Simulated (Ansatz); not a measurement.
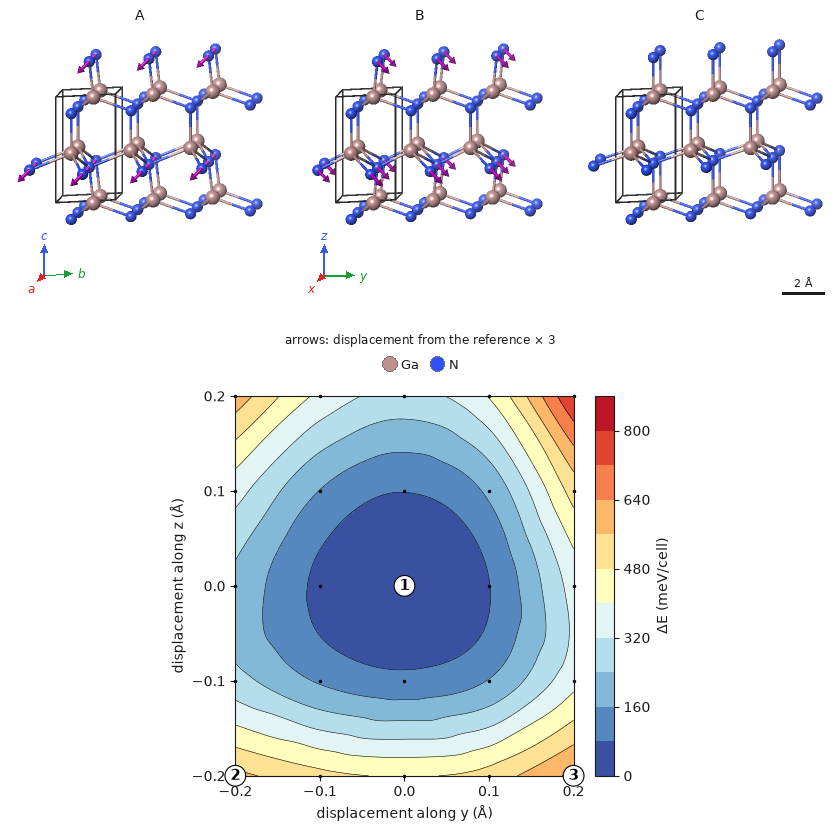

Energy scan for a crystal of GaN (P6_3mc), in which an N atom (one in each cell of 4 atoms) is moved over the plane of the Cartesian directions y and z, all else fixed. The map is interpolated between the computed points (dots). The frames are shuffled; each belongs to one numbered point. A ball-and-stick model of the cell of the calculation, repeated 2 × 3 × 1 with one cell outlined, seen nearly along the normal of the scanned plane. Purple arrows: displacements from the reference.

These are results of DFT r2SCAN, scalar-relativistic, plane waves, PAW in Ansatz 0.2.0, not measurements. (plane-wave cutoff 500 eV; k-point mesh 12 × 12 × 6; occupations gaussian; smearing width 0.05 eV; no spin polarisation). Energies (free energies at the smearing named) are counted from the relaxed crystal.

**Which frame belongs to which numbered point?**

Point 1 is frame C, at (0.00, 0.00) and 0 meV/cell; 2 is frame A, at (−0.20, −0.20) and 580 meV/cell; 3 is frame B, at (0.20, −0.20) and 660 meV/cell. In pairs of (displacement along y (Å); displacement along z (Å)): the lowest computed point lies at (0.00, 0.00) (0 meV/cell), the highest at (0.20, 0.20) (800 meV/cell).  Over the ranges scanned the energy rises by about as much along both axes.
